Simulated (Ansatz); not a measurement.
**Single-point calculation, with input and output: AlGa₃N₄**

The run: single-point calculation of AlGa₃N₄ (Cm, 16 atoms in the cell). Method and program: DFT r2SCAN, scalar-relativistic, plane waves, PAW, no spin polarisation (Ansatz 0.2.0).

The structure derives from a Materials Project entry. It belongs to a series of runs on one base structure; here: the crystal above the cut slid by 0.1667 of the vector 1 a1 + 1 a2 (6.315 Å). Figures and captions count atoms from 1; the log counts them from 0 in places.

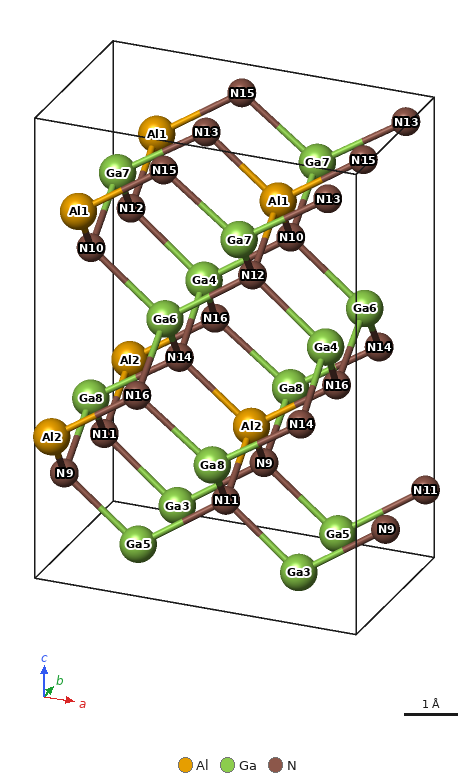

**Figure 1.** The structure (ball-and-stick view of the cell 2 times as large as that of the calculation, set on its symmetry axes, seen slightly off an axis; atoms are numbered from 1 in the order of the input). An atom can appear more than once, as a periodic image. Near neighbours in the periodic cell (some may lie outside the picture): Al has 4 N at 1.89 Å; Ga has 4 N at 1.95 to 2.23 Å; N has 1 Al at 1.89 Å and 3 Ga at 1.95 to 2.23 Å.

### Input
```yaml
crystal:
  lattice:
    - [0.0, -4.4653444451, 0.0]
    - [0.0, 0.0, -4.4653444451]
    - [8.9306888901, -0.744372919, -0.744372919]
  atoms:
    - { symbol: Al, position: [-0.135668795, -0.135668795, 0.81385] }
    - { symbol: Al, position: [-0.052318795, -0.052318795, 0.31385] }
    - { symbol: Ga, position: [0.489356205, -0.010643795, 0.06385] }
    - { symbol: Ga, position: [0.406006205, -0.093993795, 0.56385] }
    - { symbol: Ga, position: [-0.010643795, 0.489356205, 0.06385] }
    - { symbol: Ga, position: [-0.093993795, 0.406006205, 0.56385] }
    - { symbol: Ga, position: [0.364331205, 0.364331205, 0.81385] }
    - { symbol: Ga, position: [0.447681205, 0.447681205, 0.31385] }
    - { symbol: "N", position: [0.2127216395, 0.7234237497, 0.1915255275] }
    - { symbol: "N", position: [0.1293716395, 0.6400737497, 0.6915255275] }
    - { symbol: "N", position: [0.7234237497, 0.2127216395, 0.1915255275] }
    - { symbol: "N", position: [0.6400737497, 0.1293716395, 0.6915255275] }
    - { symbol: "N", position: [0.0885886603, 0.0885886603, 0.9361744725] }
    - { symbol: "N", position: [0.1719386603, 0.1719386603, 0.4361744725] }
    - { symbol: "N", position: [0.5992907705, 0.5992907705, 0.9361744725] }
    - { symbol: "N", position: [0.6826407705, 0.6826407705, 0.4361744725] }
basis:
  ecutwfc: 500
kpoints:
  mp_grid: { grid: [5, 5, 3] }
hamiltonian:
  xc: r2scan
scf:
  occupations: { method: gaussian, width: 0.05 }
output:
  forces: true
  stress: true
  eigenvalues: true
  write_density: true
  write_potential: true
  elf: true
  volumetric_format: npy
```

Run on 2 threads of Intel Xeon @ 2.50GHz (Skylake/Cascade Lake), 32 GiB of memory available, shared host.

Launched with:
```bash
ansatz run input.yaml --threads 2 --pin off --max-ram 5120MiB --backend cpu --events-out ev --progress --plain --runs-dir out
```

### Output
```
Engine: ansatz 0.2.0, x86_64-unknown-linux-gnu
Pseudopotentials: kind: paw
Pseudopotential: Al, paw, valence charge 3, recommended cutoff 500 eV (meta_gga), Al.paw.azcp
Pseudopotential: Ga, paw, valence charge 13, recommended cutoff 500 eV (meta_gga), Ga.paw.azcp
Pseudopotential: N, paw, valence charge 5, recommended cutoff 500 eV (meta_gga), N.paw.azcp
Functional definition: r2SCAN
  parameter k0 = 0.174
  parameter k1 = 0.065
  parameter a1 = 4.9479
  exchange = r2scan_x(k0 = k0, k1 = k1, a1 = a1)
  correlation = r2scan_c
Crystal: 16 atoms, lattice volume = 178.072 Å³
Basis set: ecut = 500 eV, 4525 PW (Γ), exchange–correlation on 144×144×288 points (64 copies of the dense FFT grid, shifted against one another)
Bands: 78, of which v1, the nominal top of the filled ones, is band 62 counted from 1 (61 counted from 0)
Symmetry: 2 space group operations
Space group: Cm (ITA 8), of the structure as read, at distance tolerance 5.6e-5 Å
k-points: 24 of 75 (time reversal used)
Non-local potential: Al, projectors of the file, l = 0: 2, l = 1: 2, l = 2: 1
Non-local potential: Ga, projectors of the file, l = 0: 2, l = 1: 2, l = 2: 3, l = 3: 1
Non-local potential: N, projectors of the file, l = 0: 2, l = 1: 2, l = 2: 1
PAW form: soft (Blöchl's): semilocal exchange-correlation on the pseudo side does not see the compensation charge
PAW frozen core: Al, regenerated for the run's functional (the file was generated under x = pbe(κ = 0.804, μ = 0.2195149727645171), c = pbe(β = 0.06672455060314922))
PAW frozen core: Ga, regenerated for the run's functional (the file was generated under x = pbe(κ = 0.804, μ = 0.2195149727645171), c = pbe(β = 0.06672455060314922))
PAW frozen core: N, regenerated for the run's functional (the file was generated under x = pbe(κ = 0.804, μ = 0.2195149727645171), c = pbe(β = 0.06672455060314922))
PAW one-centre angular grid: Al, 302 points (default); XC on 160 Gauss nodes
PAW one-centre angular grid: Ga, 590 points (default); XC on 160 Gauss nodes
PAW one-centre angular grid: N, 302 points (default); XC on 160 Gauss nodes
Initial density: superposition of atomic densities (neutral atoms: chi_scale 0, normalization atom), corrected by the library's trained network
Initial wavefunctions: pseudopotential atomic-orbital guess
Functional: x = r2scan, c = r2scan; τ floored in thin density (d = 2e-4 eV/Å³)
SCF iter   1: F=—  HF=-26910.360846 eV  |F-HF|=—  |Δ(HF+E_count)|=         —  Δρ=1.18e-2  dr2=1.41e-1  dr2_τ=8.25e-1  ethr=1.77e-3  ⟨swp⟩=6.0  Hψ=7028  notcnv=0  defer=106
preconditioner: auto → Resta (q_TF=auto, 2.569 Å⁻¹)  ε∞=4.4  [insulator: Δε(μ)=1.236 eV  Ē_g=16.923 eV  σ=0.050 eV  W_gap=1.00  n_scr=48 (ndim 8)  ℏωp=31.0 eV  f_vac=0.000  D(μ)=0.00/eV (n_scr^D=0)  ε∞_Penn≈4.4]
SCF iter   2: F=—  HF=-26910.690245 eV  |F-HF|=—  |Δ(HF+E_count)|=   3.29e-1  Δρ=5.93e-3  dr2=4.74e-2  dr2_τ=8.41e-4  ethr=1.14e-4  ⟨swp⟩=2.0  Hψ=3829  notcnv=0  defer=203
SCF iter   3: F=—  HF=-26910.686806 eV  |F-HF|=—  |Δ(HF+E_count)|=   3.44e-3  Δρ=3.36e-3  dr2=1.01e-2  dr2_τ=5.62e-4  ethr=3.82e-5  ⟨swp⟩=3.0  Hψ=3310  notcnv=0  defer=203
SCF iter   4: F=—  HF=-26910.686247 eV  |F-HF|=—  |Δ(HF+E_count)|=   5.60e-4  Δρ=4.55e-4  dr2=3.83e-4  dr2_τ=9.77e-5  ethr=8.14e-6  ⟨swp⟩=2.0  Hψ=3157  notcnv=0  defer=203
SCF iter   5: F=—  HF=-26910.686330 eV  |F-HF|=—  |Δ(HF+E_count)|=   8.38e-5  Δρ=2.02e-4  dr2=5.48e-5  dr2_τ=6.15e-6  ethr=3.09e-7  ⟨swp⟩=2.0  Hψ=2953  notcnv=0  defer=203
SCF iter   6: F=—  HF=-26910.686432 eV  |F-HF|=—  |Δ(HF+E_count)|=   1.02e-4  Δρ=1.31e-4  dr2=3.68e-5  dr2_τ=4.83e-6  ethr=4.42e-8  ⟨swp⟩=2.0  Hψ=3025  notcnv=0  defer=203
SCF iter   7: F=—  HF=-26910.686427 eV  |F-HF|=—  |Δ(HF+E_count)|=   5.62e-6  Δρ=2.41e-5  dr2=1.04e-6  dr2_τ=1.15e-7  ethr=2.97e-8  ⟨swp⟩=2.0  Hψ=2862  notcnv=0  defer=203
SCF iter   8: F=—  HF=-26910.686427 eV  |F-HF|=—  |Δ(HF+E_count)|=   2.16e-7  Δρ=1.34e-5  dr2=3.49e-7  dr2_τ=4.86e-8  ethr=8.42e-10  ⟨swp⟩=2.0  Hψ=3029  notcnv=0  defer=203
SCF iter   9: F=-26910.686427 eV  HF=-26910.686427 eV  |F-HF|=8.20e-9  |Δ(HF+E_count)|=   1.62e-8  Δρ=3.95e-6  dr2=3.01e-8  dr2_τ=1.53e-9  ethr=8.06e-11  ⟨swp⟩=14.4  Hψ=13895  notcnv=0
SCF 1 converged in 9 iterations: F = -26910.686427 eV  dr2 = 3.01e-8
  greatest PAW one-centre occupation: 0.995 electrons in one spin orbital (limit 2), on the Ga atom at site 2 (counted from 0), in its partial waves of l = 2
SCF converged after 9 iterations
Free energy (F): -26910.686427 eV
Harris-Foulkes:  -26910.686427 eV  (|F-HF|=8.20e-9)
Internal energy: -26910.686427 eV  (E = F + TS)
E sigma→0 (E₀):  -26910.686427 eV
Fermi energy:    9.944127 eV
--- Per-component energies (eV) ---
  E_band       = -95.941802
  E_kinetic    = 1796.782415
  E_local      = -12893.888766  (includes V_loc(G=0)·N_el)
  E_nonlocal   = 2966.750081
  E_hartree    = 5915.217526
  E_xc         = -925.494503
  E_vxc        = -1096.125187  (∫ρ·V_xc dr)
  E_paw        = -14027.504094  (= ΣΔE_a)
  E_vpaw       = -2759.621745  (= ΣTr[D̂ρ^β])
  E_aug_tail   = -0.000091  (compensation charges beyond the density's cutoff)
  E_vtau       = 59.725004  (kinetic-family band-sum trace: ∫τ·v_τ [+ j·A + Jᵃ·Aᵃ] dr)
  E_ewald      = -9738.273844
  E_core_change = -4.275152  (= ΣΔE_core)
  E_smearing   = -0.000000  (= −TS)
  E_closure    = 0.000000  (closes the sum)
  Σ components = -26910.686427   (vs F -26910.686427, Δ=0.00e0)
--- Forces (eV/Å), atoms counted from 1 ---
  atom   1  Al    -0.74771475    -0.04814258    -0.04814258
  atom   2  Al     0.34830190     0.11816482     0.11816482
  atom   3  Ga    -0.54155741     1.56958342     1.78350811
  atom   4  Ga     0.19588559     0.03893504     0.01474398
  atom   5  Ga    -0.54155741     1.78350811     1.56958342
  atom   6  Ga     0.19588559     0.01474398     0.03893504
  atom   7  Ga    -0.93349773     0.03444545     0.03444545
  atom   8  Ga     0.29455447     0.08539792     0.08539792
  atom   9  N      0.69475014     0.51502983     0.50896054
  atom  10  N     -0.29007748    -0.18770083    -0.17011604
  atom  11  N      0.69475014     0.50896054     0.51502983
  atom  12  N     -0.29007748    -0.17011604    -0.18770083
  atom  13  N      0.60223783    -1.96275154    -1.96275154
  atom  14  N     -0.18777953     0.03853174     0.03853174
  atom  15  N      0.65988676    -2.35752240    -2.35752240
  atom  16  N     -0.15397678     0.01890031     0.01890031
  max |Σ_I F_I| component: 3.22e-5 eV/Å
--- Stress (GPa, compression-positive) ---
        5.186438       7.449150       7.449150
        7.449152      -5.203381      -6.706556
        7.449152      -6.706556      -5.203381
  P = ⅓ Tr σ = -1.7401 GPa (-17.401 kbar)
--- Band table (eV; the first three rows and the last of 24) ---
  k-point 0: bands = ["-7.6937", "-6.9407", "-6.6985", "-6.6832", "-6.3462", "-6.2543", "-6.0286", "-5.9617", "-5.4900", "-5.4219", "-5.3832", "-5.3713", "-5.3597", "-5.2439", "-5.1728", "-5.1715", "-4.9822", "-4.9441", "-4.7226", "-4.7165", "-4.6914", "-4.6840", "-4.6697", "-4.6288", "-4.6047", "-4.5792", "-4.5667", "-4.5447", "-4.5060", "-4.4736", "-4.4386", "-4.4175", "-4.4052", "-3.4750", "-3.3140", "-3.2203", "-3.0389", "-3.0297", "2.6854", "2.8842", "3.3115", "3.4825", "3.5636", "4.8767", "4.9473", "5.2434", "5.4840", "5.5867", "5.9240", "5.9689", "6.0726", "6.3686", "6.5375", "6.9945", "7.2449", "7.5280", "7.5723", "7.8934", "7.9491", "8.4763", "9.0998", "9.1847", "10.5708", "10.9213", "11.9375", "12.5516", "13.5557", "14.1235", "14.2548", "14.6606", "16.2946", "16.7989", "17.2070", "17.5682", "18.1998", "18.7123", "19.0869", "19.6053"]
  k-point 1: bands = ["-7.6135", "-7.1762", "-6.6985", "-6.5339", "-6.3461", "-6.2542", "-6.0314", "-5.9617", "-5.4899", "-5.4222", "-5.3831", "-5.3729", "-5.3596", "-5.2439", "-5.1715", "-5.1714", "-4.9818", "-4.9427", "-4.7309", "-4.7148", "-4.6927", "-4.6863", "-4.6704", "-4.6266", "-4.6099", "-4.6040", "-4.5887", "-4.5655", "-4.5116", "-4.4735", "-4.4386", "-4.4053", "-4.1406", "-3.5327", "-3.4628", "-3.1908", "-3.0700", "-3.0402", "2.9013", "2.9383", "3.2247", "3.4408", "3.6288", "4.3511", "5.0500", "5.2142", "5.7150", "5.7443", "5.7878", "5.8033", "6.3608", "6.4781", "6.8856", "6.9527", "7.0891", "7.2991", "7.4610", "7.7331", "8.2676", "8.3041", "8.7061", "9.0798", "11.1534", "11.1636", "12.2189", "12.6663", "13.3722", "13.6864", "14.0690", "14.3188", "16.3280", "16.8936", "16.9106", "18.1406", "18.2967", "18.4990", "19.0491", "19.4171"]
  k-point 2: bands = ["-7.5445", "-6.8786", "-6.7279", "-6.6273", "-6.3833", "-6.2878", "-6.0304", "-5.9582", "-5.4767", "-5.4402", "-5.3978", "-5.3903", "-5.3334", "-5.2483", "-5.1998", "-5.0993", "-5.0060", "-4.9319", "-4.7226", "-4.7075", "-4.6894", "-4.6661", "-4.6606", "-4.6295", "-4.6224", "-4.5756", "-4.5580", "-4.5179", "-4.5051", "-4.4561", "-4.4477", "-4.4159", "-4.3392", "-3.7315", "-3.3683", "-3.2309", "-3.1604", "-3.0825", "2.8083", "3.0800", "3.2186", "3.5553", "3.7954", "4.4103", "4.7203", "5.0338", "5.4627", "5.5548", "5.9974", "6.0270", "6.1394", "6.2959", "6.3688", "6.6760", "7.2094", "7.4790", "7.6873", "7.7578", "7.8834", "8.0734", "8.7535", "9.0138", "11.4284", "11.6922", "12.5134", "13.3553", "14.0422", "14.5992", "14.7364", "15.0268", "16.7443", "17.0556", "17.4404", "17.6151", "18.0071", "18.6144", "19.0199", "19.2673"]
  k-point 23: bands = ["-6.9711", "-6.8649", "-6.6289", "-6.5264", "-6.5165", "-6.4330", "-6.0693", "-5.9004", "-5.4536", "-5.4245", "-5.4078", "-5.3616", "-5.3353", "-5.2921", "-5.1494", "-5.1158", "-5.0068", "-4.8740", "-4.7471", "-4.7145", "-4.7014", "-4.6588", "-4.6481", "-4.5886", "-4.5776", "-4.5212", "-4.5078", "-4.4864", "-4.4724", "-4.4458", "-4.3442", "-4.2224", "-4.0607", "-3.7743", "-3.7365", "-3.4815", "-3.3907", "-3.2592", "1.3179", "2.2783", "2.5844", "2.6652", "3.0046", "3.1464", "3.5728", "4.0540", "5.7651", "5.9243", "6.8189", "6.8685", "7.0192", "7.3001", "7.3897", "7.4945", "7.5825", "7.6582", "7.8710", "7.9716", "8.2821", "8.4091", "8.5686", "9.0610", "13.0438", "13.1693", "14.5820", "15.0792", "15.3502", "15.6407", "15.8731", "16.0201", "16.5595", "16.7764", "17.2362", "17.3842", "17.6132", "18.3722", "18.5600", "18.6784"]
```

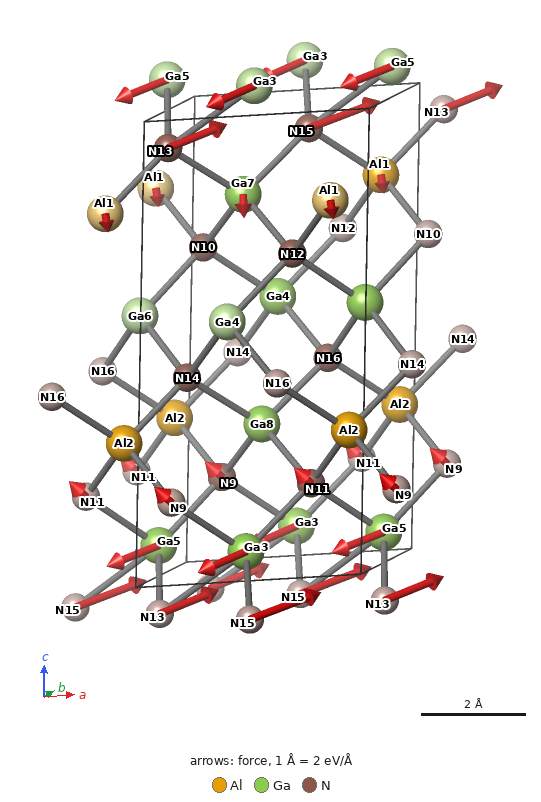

**Figure 2.** Forces on the atoms as red arrows (ball-and-stick view of the cell of the calculation, seen slightly off an axis; neighbours outside the cell are drawn fainter; atoms are numbered from 1 in the order of the input); the smallest are left out. The largest act on N15 (3.40 eV/Å); N13 (2.84 eV/Å); Ga3, Ga5 (2.44 eV/Å). The geometry is not a stationary point of this energy.

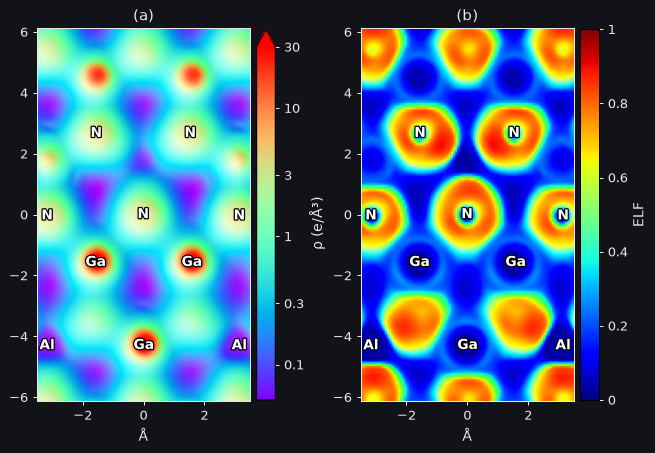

**Figure 3.** (a) valence charge density (pseudo); (b) electron localisation function on the (101) plane of the conventional cell. Atoms in the plane: Al, Ga and N. Ga–N (2.20 Å): the density is about 0.47 e/Å³ at the midpoint; the ELF is about 0.45 at the midpoint. Away from the nuclei the density in this plane falls to 0.05 e/Å³ at its lowest. The fields are those of the smooth PAW valence density.

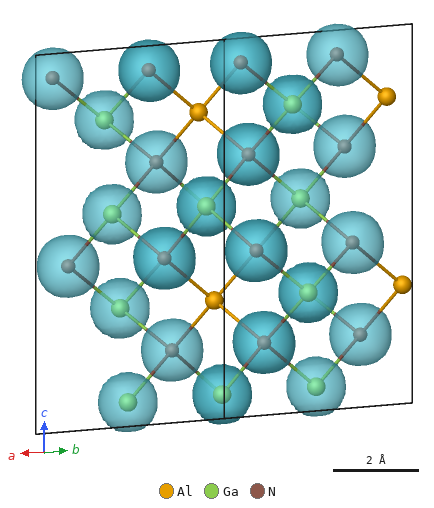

**Figure 4.** Isosurface of the valence charge density (pseudo) at 1 e/Å³ (cyan), seen along [110]. Sticks mark near contacts. The outline is the cell set on symmetry axes. At this value the density breaks into separate islands; it holds about 65 % of the electrons treated as valence (semicore included). It is pinched off along the Al–N (1.89 Å), Ga–N (1.95 Å) and Ga–N (2.20 Å) contacts. On the grid the lowest density along these lines, outside the cores, is 0.58 e/Å³ (Al–N, 1.89 Å), 0.72 e/Å³ (Ga–N, 1.95 Å) and 0.46 e/Å³ (Ga–N, 2.20 Å).

### Summary

```csv
quantity,value
outcome,converged
space group (tolerance 0.01 Å),Cm (8)
electrons treated,124
free energy,−26910.6864 eV
Fermi energy,9.944 eV
gap on the k-point mesh,1.26 eV
pressure,−1.74 GPa
largest force (length of the vector),3.399 eV/Å
wall time,40 s (CPU time 80 s)
peak memory,0.99 GiB
```
